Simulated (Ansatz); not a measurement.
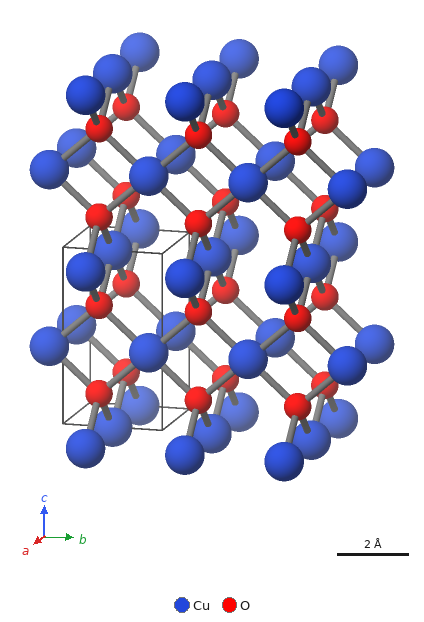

Fig. 1: The structure as given in the input (ball-and-stick view of the cell of the calculation, repeated 2 × 3 × 2, seen slightly off an axis). Near neighbours in the crystal (not all of them lie inside the picture): Cu has 4 O at 1.96 Å; O has 4 Cu at 1.96 Å.

**Run report: CuO, geometry relaxation (part 1 of 3)**

System: CuO (4 atoms in the cell).
Method: DFT PBE+U, scalar-relativistic, plane waves, PAW, Ueff = 4 eV on Cu d, spin-polarised (Ansatz 0.2.0).

The structure derives from an entry of the Crystallography Open Database. Figures and captions count atoms from 1; the log counts them from 0 in places.

## What the program printed
```
Cu: projections on atomic orbitals take those of the free atom [Ne] 3s2 3p6 3d10 4s1, of charge +0.00 (hamiltonian.pseudopotentials.projection_atoms); the dataset's partial waves leave at most 2.0e-6 of an orbital's norm unspanned inside its sphere
O: projections on atomic orbitals take those of the free atom [He] 2s2 2p4, of charge +0.00 (hamiltonian.pseudopotentials.projection_atoms); the dataset's partial waves leave at most 1.9e-8 of an orbital's norm unspanned inside its sphere
hamiltonian.hubbard.sites[].starting_ns: atoms 0, 1 take their starting occupation matrices from start.occupation_matrices, whose run converged (SHA-256 )
Engine: ansatz 0.2.0, aarch64-unknown-linux-gnu
Pseudopotentials: kind: paw
Pseudopotential: Cu, paw, valence charge 19, recommended cutoff 420 eV (normal), Cu.paw.azcp
Pseudopotential: O, paw, valence charge 6, recommended cutoff 420 eV (normal), O.paw.azcp
Functional definition: PBE
  parameter kappa = 0.804
  parameter beta = 0.06672455060314922
  exchange = pbe_x(kappa = kappa, mu = beta*pi^2/3)
  correlation = pbe_c(beta = beta)
Crystal: 4 atoms, lattice volume = 45.085 Å³
Basis set: ecut = 420 eV, 849 PW (Γ), exchange–correlation on 40×40×72 points (8 copies of the dense FFT grid, shifted against one another)
Bands: 31, of which v1, the nominal top of the filled ones, is band 25 counted from 1 (24 counted from 0)
Symmetry: 4 space group operations
Space group: C2/c (ITA 15), of the structure as read, at distance tolerance 3.6e-5 Å
Magnetic group: BNS 15.85 (UNI 92), of the structure as read, at distance tolerance 3.6e-5 Å
k-points: 78 of 256
Non-local potential: Cu, projectors of the file, l = 0: 3, l = 1: 2, l = 2: 3, l = 3: 1
Non-local potential: O, projectors of the file, l = 0: 2, l = 1: 2, l = 2: 1
PAW form: soft (Blöchl's): semilocal exchange-correlation on the pseudo side does not see the compensation charge
PAW one-centre angular grid: Cu, 590 points (default); XC on 64 Gauss nodes
PAW one-centre angular grid: O, 110 points (default); XC on 64 Gauss nodes
Initial density: superposition of atomic densities (chi_scale 0.1, normalization cell, long waves kept (reshape's long-wave potential 0.00 eV rms))
Starting moments: Σ|m| = 1.24 μB on 2 of 4 sites
Initial wavefunctions: pseudopotential atomic-orbital guess
Functional: x = pbe(κ = 0.804, μ = 0.2195149727645171), c = pbe(β = 0.06672455060314922)
iter 1 solved again at ethr=7.56e-4 eV; its pass at ethr=3.10e-3 eV (dr2=3.78e-1 eV) is discarded
SCF iter   1: F=—  HF=-14380.358975 eV  |F-HF|=—  |Δ(HF+E_count)|=         —  Δρ=4.70e-2 (↑2.25e-2 ↓4.70e-2)  dr2=3.83e-1  dr2_m=2.72e-1  M=1.133 μB ∫|m|=1.155 μB  β_m=0.30  ethr=7.56e-4  ⟨swp⟩=1.0  Hψ=23166  notcnv=0
preconditioner: auto → Kerker (q_TF=auto, 2.776 Å⁻¹)  [metal: Δε(μ)=0.019 eV  Ē_g=13.047 eV  σ=0.050 eV  W_gap=0.21  n_scr=16 (ndim 8)  ℏωp=32.2 eV  f_vac=0.013  D(μ)=2.01/eV (n_scr^D=16)]
spin=Collinear: Kerker preconditioning applied to the charge; magnetization (m = ρ↑ − ρ↓) channel mixes plain (no charge-response kernel on spin).
SCF iter   2: F=—  HF=-14380.517952 eV  |F-HF|=—  |Δ(HF+E_count)|=   1.59e-1  Δρ=3.46e-2 (↑2.04e-2 ↓3.46e-2)  dr2=2.39e-1  dr2_m=1.36e-1  M=1.412 μB ∫|m|=1.439 μB  β_m=0.30  ethr=7.56e-4  ⟨swp⟩=2.5  Hψ=7335  notcnv=0
SCF iter   3: F=—  HF=-14380.658390 eV  |F-HF|=—  |Δ(HF+E_count)|=   1.40e-1  Δρ=2.96e-2 (↑1.62e-2 ↓2.96e-2)  dr2=1.76e-1  dr2_m=1.10e-1  M=1.553 μB ∫|m|=1.583 μB  β_m=1.00  ethr=4.79e-4  ⟨swp⟩=2.0  Hψ=6746  notcnv=0  defer=209
SCF iter   4: F=—  HF=-14380.807281 eV  |F-HF|=—  |Δ(HF+E_count)|=   1.49e-1  Δρ=7.79e-3 (↑5.26e-3 ↓7.79e-3)  dr2=8.49e-3  dr2_m=1.25e-2  M=1.672 μB ∫|m|=1.721 μB  β_m=1.00  ethr=3.51e-4  ⟨swp⟩=2.5  Hψ=8706  notcnv=0  defer=226
SCF iter   5: F=—  HF=-14380.833147 eV  |F-HF|=—  |Δ(HF+E_count)|=   2.59e-2  Δρ=6.40e-3 (↑3.66e-3 ↓6.40e-3)  dr2=1.42e-2  dr2_m=7.15e-3  M=1.757 μB ∫|m|=1.815 μB  β_m=1.00  ethr=1.70e-5  ⟨swp⟩=2.0  Hψ=9171  notcnv=0  defer=230
SCF iter   6: F=—  HF=-14380.858211 eV  |F-HF|=—  |Δ(HF+E_count)|=   2.51e-2  Δρ=9.23e-3 (↑3.64e-3 ↓9.23e-3)  dr2=5.03e-2  dr2_m=3.40e-3  M=1.743 μB ∫|m|=1.805 μB  β_m=0.30  ethr=1.70e-5  ⟨swp⟩=2.0  Hψ=8824  notcnv=0  defer=230
SCF iter   7: F=—  HF=-14380.868084 eV  |F-HF|=—  |Δ(HF+E_count)|=   9.87e-3  Δρ=2.25e-3 (↑1.97e-3 ↓2.25e-3)  dr2=3.94e-3  dr2_m=3.49e-4  M=1.763 μB ∫|m|=1.827 μB  β_m=1.00  ethr=1.70e-5  ⟨swp⟩=2.4  Hψ=8355  notcnv=0  defer=235
Mixer restart at iter 7: flushing history
SCF iter   8: F=—  HF=-14380.877000 eV  |F-HF|=—  |Δ(HF+E_count)|=         —  Δρ=1.91e-3 (↑1.91e-3 ↓1.43e-3)  dr2=2.84e-3  dr2_m=1.14e-4  M=1.771 μB ∫|m|=1.838 μB  β_m=1.00  ethr=7.88e-6  ⟨swp⟩=1.0  Hψ=4812  notcnv=0  defer=235
SCF iter   9: F=—  HF=-14380.881641 eV  |F-HF|=—  |Δ(HF+E_count)|=   4.64e-3  Δρ=1.48e-3 (↑1.48e-3 ↓5.46e-4)  dr2=9.97e-4  dr2_m=1.58e-4  M=1.782 μB ∫|m|=1.851 μB  β_m=1.00  ethr=5.67e-6  ⟨swp⟩=1.0  Hψ=4578  notcnv=0  defer=235
SCF iter  10: F=—  HF=-14380.883950 eV  |F-HF|=—  |Δ(HF+E_count)|=   2.31e-3  Δρ=8.97e-4 (↑8.97e-4 ↓2.80e-4)  dr2=3.27e-4  dr2_m=8.86e-5  M=1.792 μB ∫|m|=1.862 μB  β_m=1.00  ethr=1.99e-6  ⟨swp⟩=1.7  Hψ=5761  notcnv=0  defer=235
SCF iter  11: F=—  HF=-14380.885321 eV  |F-HF|=—  |Δ(HF+E_count)|=   1.37e-3  Δρ=1.00e-3 (↑3.16e-4 ↓1.00e-3)  dr2=2.53e-4  dr2_m=1.08e-4  M=1.802 μB ∫|m|=1.873 μB  β_m=1.00  ethr=6.54e-7  ⟨swp⟩=2.0  Hψ=7071  notcnv=0  defer=235
SCF iter  12: F=—  HF=-14380.886374 eV  |F-HF|=—  |Δ(HF+E_count)|=   1.05e-3  Δρ=8.59e-4 (↑3.85e-4 ↓8.59e-4)  dr2=3.29e-4  dr2_m=8.20e-5  M=1.810 μB ∫|m|=1.882 μB  β_m=1.00  ethr=5.05e-7  ⟨swp⟩=1.6  Hψ=6207  notcnv=0  defer=235
SCF iter  13: F=—  HF=-14380.887012 eV  |F-HF|=—  |Δ(HF+E_count)|=   6.38e-4  Δρ=6.26e-4 (↑3.65e-4 ↓6.26e-4)  dr2=2.76e-4  dr2_m=3.83e-5  M=1.816 μB ∫|m|=1.889 μB  β_m=1.00  ethr=5.05e-7  ⟨swp⟩=1.8  Hψ=5637  notcnv=0  defer=235
SCF iter  14: F=—  HF=-14380.887417 eV  |F-HF|=—  |Δ(HF+E_count)|=   4.05e-4  Δρ=4.21e-4 (↑2.90e-4 ↓4.21e-4)  dr2=1.25e-4  dr2_m=6.38e-6  M=1.818 μB ∫|m|=1.892 μB  β_m=1.00  ethr=5.05e-7  ⟨swp⟩=2.0  Hψ=6830  notcnv=0  defer=235
SCF iter  15: F=—  HF=-14380.887902 eV  |F-HF|=—  |Δ(HF+E_count)|=   4.85e-4  Δρ=1.18e-3 (↑4.75e-4 ↓1.18e-3)  dr2=9.19e-4  dr2_m=7.19e-5  M=1.814 μB ∫|m|=1.888 μB  β_m=0.30  ethr=2.50e-7  ⟨swp⟩=2.0  Hψ=7701  notcnv=0  defer=235
SCF iter  16: F=—  HF=-14380.887874 eV  |F-HF|=—  |Δ(HF+E_count)|=   2.72e-5  Δρ=3.63e-4 (↑3.20e-4 ↓3.63e-4)  dr2=1.49e-4  dr2_m=4.11e-6  M=1.819 μB ∫|m|=1.893 μB  β_m=1.00  ethr=2.50e-7  ⟨swp⟩=2.0  Hψ=6962  notcnv=0  defer=235
SCF iter  17: F=—  HF=-14380.887937 eV  |F-HF|=—  |Δ(HF+E_count)|=   6.28e-5  Δρ=3.08e-4 (↑2.67e-4 ↓3.08e-4)  dr2=1.81e-6  dr2_m=3.38e-5  M=1.823 μB ∫|m|=1.898 μB  β_m=1.00  ethr=2.50e-7  ⟨swp⟩=2.1  Hψ=6051  notcnv=0  defer=235
SCF iter  18: F=—  HF=-14380.887996 eV  |F-HF|=—  |Δ(HF+E_count)|=   5.88e-5  Δρ=2.21e-4 (↑9.33e-5 ↓2.21e-4)  dr2=1.35e-5  dr2_m=7.93e-6  M=1.825 μB ∫|m|=1.901 μB  β_m=0.30  ethr=3.61e-9  ⟨swp⟩=2.1  Hψ=8400  notcnv=0  defer=235
Mixer restart at iter 18: flushing history
spin-set hold released at iteration 18 (site moments' squared step at or under half its running peak, from the soft ceiling on): the magnetisation degrees of freedom join the quasi-Newton model from the next iteration; the mixer history was flushed
SCF iter  19: F=—  HF=-14380.888066 eV  |F-HF|=—  |Δ(HF+E_count)|=   7.02e-5  Δρ=2.84e-4 (↑1.33e-4 ↓2.84e-4)  dr2=1.82e-5  dr2_m=1.55e-5  M=1.827 μB ∫|m|=1.902 μB  β_m=0.37  ethr=3.61e-9  ⟨swp⟩=2.0  Hψ=8481  notcnv=0  defer=235
SCF iter  20: F=—  HF=-14380.888174 eV  |F-HF|=—  |Δ(HF+E_count)|=   1.08e-4  Δρ=2.02e-4 (↑1.16e-4 ↓2.02e-4)  dr2=6.89e-6  dr2_m=9.40e-6  M=1.831 μB ∫|m|=1.907 μB  β_m=0.65  ethr=3.61e-9  ⟨swp⟩=3.1  Hψ=10111  notcnv=0  defer=235
SCF iter  21: F=—  HF=-14380.888188 eV  |F-HF|=—  |Δ(HF+E_count)|=   1.35e-5  Δρ=1.02e-4 (↑3.47e-5 ↓1.02e-4)  dr2=5.91e-6  dr2_m=1.08e-6  M=1.834 μB ∫|m|=1.910 μB  β_m=0.61  ethr=3.61e-9  ⟨swp⟩=2.0  Hψ=8339  notcnv=0  defer=235
SCF iter  22: F=—  HF=-14380.888187 eV  |F-HF|=—  |Δ(HF+E_count)|=   8.78e-7  Δρ=7.11e-5 (↑3.03e-5 ↓7.11e-5)  dr2=1.83e-6  dr2_m=2.59e-7  M=1.834 μB ∫|m|=1.910 μB  β_m=0.60  ethr=3.61e-9  ⟨swp⟩=2.0  Hψ=8364  notcnv=0  defer=235
SCF iter  23: F=—  HF=-14380.888187 eV  |F-HF|=—  |Δ(HF+E_count)|=   9.72e-8  Δρ=3.53e-5 (↑1.45e-5 ↓3.53e-5)  dr2=4.68e-7  dr2_m=7.24e-8  M=1.834 μB ∫|m|=1.910 μB  β_m=0.80  ethr=3.61e-9  ⟨swp⟩=2.0  Hψ=6561  notcnv=0  defer=235
iter 24 did not close the SCF: its close was put off until two iterations running show no level that it waits for move by more than its bar (scf_convergence_deferred on its scf_iter line)
SCF iter  24: F=-14380.888187 eV  HF=-14380.888187 eV  |F-HF|=6.56e-8  |Δ(HF+E_count)|=   1.40e-7  Δρ=8.42e-6 (↑8.25e-6 ↓8.42e-6)  dr2=6.55e-8  dr2_m=1.30e-9  M=1.834 μB ∫|m|=1.910 μB  β_m=0.73  ethr=2.00e-10  ⟨swp⟩=6.6  Hψ=19869  notcnv=0
iter 25 did not close the SCF: its close was put off until two iterations running show no level that it waits for move by more than its bar (scf_convergence_deferred on its scf_iter line)
SCF iter  25: F=-14380.888187 eV  HF=-14380.888187 eV  |F-HF|=3.11e-9  |Δ(HF+E_count)|=   1.64e-8  Δρ=2.41e-6 (↑1.62e-6 ↓2.41e-6)  dr2=5.02e-9  dr2_m=6.38e-10  M=1.834 μB ∫|m|=1.910 μB  β_m=0.87  ethr=1.31e-10  ⟨swp⟩=2.0  Hψ=14831  notcnv=0
SCF iter  26: F=-14380.888187 eV  HF=-14380.888187 eV  |F-HF|=1.38e-10  |Δ(HF+E_count)|=   3.97e-9  Δρ=1.27e-6 (↑7.54e-7 ↓1.27e-6)  dr2=1.82e-9  dr2_m=9.11e-11  M=1.834 μB ∫|m|=1.910 μB  ethr=1.00e-11  ⟨swp⟩=1.6  Hψ=12612  notcnv=0
SCF 1 converged in 26 iterations: F = -14380.888187 eV  dr2 = 1.82e-9
  greatest PAW one-centre occupation: 1.000 electrons in one spin orbital (limit 2), on the Cu atom at site 1 (counted from 0), in its partial waves of l = 0
relax step   1: F+E_penalty+E_count = -14380.88818709 eV  Δ(F+E_penalty+E_count) = +0.000e0 eV  max|allowed force component| = 1.224e-3 eV/Å  Δτ_max = 0.0000 Å  P = +1.464 GPa  Ω = 45.085 Å³  fix = [volume]  reactions: volume +1.464 GPa  (26 SCF iters, dr2 threshold 1.00e-7 eV, accepted)
Initial density: handed on by an earlier stage of this run
Starting moments: Σ|m| = 1.24 μB on 2 of 4 sites; this step starts from the density that it was given
Initial wavefunctions: those handed on with the density
iter 1 solved again at ethr=2.44e-7 eV; its pass at ethr=3.10e-3 eV (dr2=1.22e-4 eV) is discarded
SCF iter   1: F=—  HF=-14380.892315 eV  |F-HF|=—  |Δ(HF+E_count)|=         —  Δρ=7.14e-4 (↑4.74e-4 ↓7.14e-4)  dr2=1.10e-4  dr2_m=7.11e-5  M=1.838 μB ∫|m|=1.914 μB  β_m=0.30  ethr=2.44e-7  ⟨swp⟩=2.1  Hψ=25954  notcnv=0
preconditioner: auto → Kerker (q_TF=auto, 2.776 Å⁻¹)  [metal: Δε(μ)=0.028 eV  Ē_g=13.001 eV  σ=0.050 eV  W_gap=0.31  n_scr=16 (ndim 8)  ℏωp=32.2 eV  f_vac=0.062  D(μ)=0.97/eV (n_scr^D=2)]
spin=Collinear: Kerker preconditioning applied to the charge; magnetization (m = ρ↑ − ρ↓) channel mixes plain (no charge-response kernel on spin).
SCF iter   2: F=—  HF=-14380.892373 eV  |F-HF|=—  |Δ(HF+E_count)|=   5.81e-5  Δρ=4.82e-4 (↑3.46e-4 ↓4.82e-4)  dr2=4.00e-5  dr2_m=3.73e-5  M=1.838 μB ∫|m|=1.914 μB  β_m=0.56  ethr=2.20e-7  ⟨swp⟩=2.0  Hψ=7341  notcnv=0
SCF iter   3: F=—  HF=-14380.892453 eV  |F-HF|=—  |Δ(HF+E_count)|=   8.03e-5  Δρ=2.52e-4 (↑9.95e-5 ↓2.52e-4)  dr2=2.46e-5  dr2_m=6.29e-6  M=1.839 μB ∫|m|=1.916 μB  β_m=0.50  ethr=8.00e-8  ⟨swp⟩=2.1  Hψ=7811  notcnv=0
SCF iter   4: F=—  HF=-14380.892452 eV  |F-HF|=—  |Δ(HF+E_count)|=   9.84e-7  Δρ=5.53e-5 (↑4.47e-5 ↓5.53e-5)  dr2=1.39e-6  dr2_m=3.38e-7  M=1.838 μB ∫|m|=1.915 μB  β_m=0.52  ethr=4.92e-8  ⟨swp⟩=2.0  Hψ=7038  notcnv=0
SCF iter   5: F=—  HF=-14380.892453 eV  |F-HF|=—  |Δ(HF+E_count)|=   7.46e-7  Δρ=3.11e-5 (↑1.72e-5 ↓3.11e-5)  dr2=4.60e-7  dr2_m=7.29e-8  M=1.838 μB ∫|m|=1.915 μB  β_m=0.76  ethr=2.78e-9  ⟨swp⟩=2.4  Hψ=7475  notcnv=0
SCF iter   6: F=—  HF=-14380.892453 eV  |F-HF|=—  |Δ(HF+E_count)|=   2.27e-7  Δρ=3.07e-6 (↑3.07e-6 ↓2.95e-6)  dr2=1.33e-8  dr2_m=2.67e-10  M=1.838 μB ∫|m|=1.915 μB  β_m=0.85  ethr=9.20e-10  ⟨swp⟩=2.0  Hψ=7072  notcnv=0
SCF iter   7: F=—  HF=-14380.892453 eV  |F-HF|=—  |Δ(HF+E_count)|=   1.84e-8  Δρ=4.29e-6 (↑1.77e-6 ↓4.29e-6)  dr2=1.14e-8  dr2_m=1.18e-9  M=1.838 μB ∫|m|=1.915 μB  β_m=0.85  ethr=2.65e-11  ⟨swp⟩=1.2  Hψ=12648  notcnv=0
Mixer restart at iter 7: flushing history
SCF iter   8: F=—  HF=-14380.892453 eV  |F-HF|=—  |Δ(HF+E_count)|=         —  Δρ=4.80e-6 (↑1.82e-6 ↓4.80e-6)  dr2=1.29e-8  dr2_m=1.63e-9  M=1.838 μB ∫|m|=1.915 μB  β_m=0.85  ethr=2.27e-11  ⟨swp⟩=1.0  Hψ=4836  notcnv=0
SCF iter   9: F=—  HF=-14380.892466 eV  |F-HF|=—  |Δ(HF+E_count)|=   1.24e-5  Δρ=1.21e-4 (↑3.74e-5 ↓1.21e-4)  dr2=4.28e-6  dr2_m=2.05e-6  M=1.839 μB ∫|m|=1.917 μB  β_m=0.88  ethr=2.27e-11  ⟨swp⟩=3.3  Hψ=12604  notcnv=0
SCF iter  10: F=—  HF=-14380.892468 eV  |F-HF|=—  |Δ(HF+E_count)|=   2.47e-6  Δρ=5.02e-5 (↑5.02e-5 ↓3.60e-5)  dr2=1.21e-6  dr2_m=1.22e-7  M=1.839 μB ∫|m|=1.917 μB  β_m=0.90  ethr=2.27e-11  ⟨swp⟩=3.0  Hψ=11505  notcnv=0
SCF iter  11: F=—  HF=-14380.892470 eV  |F-HF|=—  |Δ(HF+E_count)|=   1.69e-6  Δρ=1.37e-4 (↑3.95e-5 ↓1.37e-4)  dr2=8.60e-6  dr2_m=1.30e-6  M=1.840 μB ∫|m|=1.918 μB  β_m=0.77  ethr=2.27e-11  ⟨swp⟩=3.0  Hψ=11277  notcnv=0  recentre
SCF iter  12: F=-14380.892468 eV  HF=-14380.892468 eV  |F-HF|=1.31e-7  |Δ(HF+E_count)|=   1.69e-6  Δρ=1.41e-5 (↑1.41e-5 ↓1.17e-5)  dr2=1.11e-7  dr2_m=4.26e-9  M=1.840 μB ∫|m|=1.917 μB  ethr=2.27e-11  ⟨swp⟩=2.0  Hψ=17526  notcnv=0
SCF 2 converged in 12 iterations: F = -14380.892468 eV  dr2 = 1.11e-7
relax step   2: F+E_penalty+E_count = -14380.89246811 eV  Δ(F+E_penalty+E_count) = -4.281e-3 eV  max|allowed force component| = 7.961e-4 eV/Å  Δτ_max = 0.0001 Å  P = +0.970 GPa  Ω = 45.085 Å³  energy of the carried Pulay correction = -5.015e-5 eV  fix = [volume]  reactions: volume +0.970 GPa  (12 SCF iters, dr2 threshold 4.00e-7 eV, accepted)
Basis set: ecut = 420 eV, 845 PW (Γ), exchange–correlation on 40×40×72 points (8 copies of the dense FFT grid, shifted against one another)
iter 1 solved again at ethr=4.18e-8 eV; its pass at ethr=3.10e-3 eV (dr2=2.09e-5 eV) is discarded
```
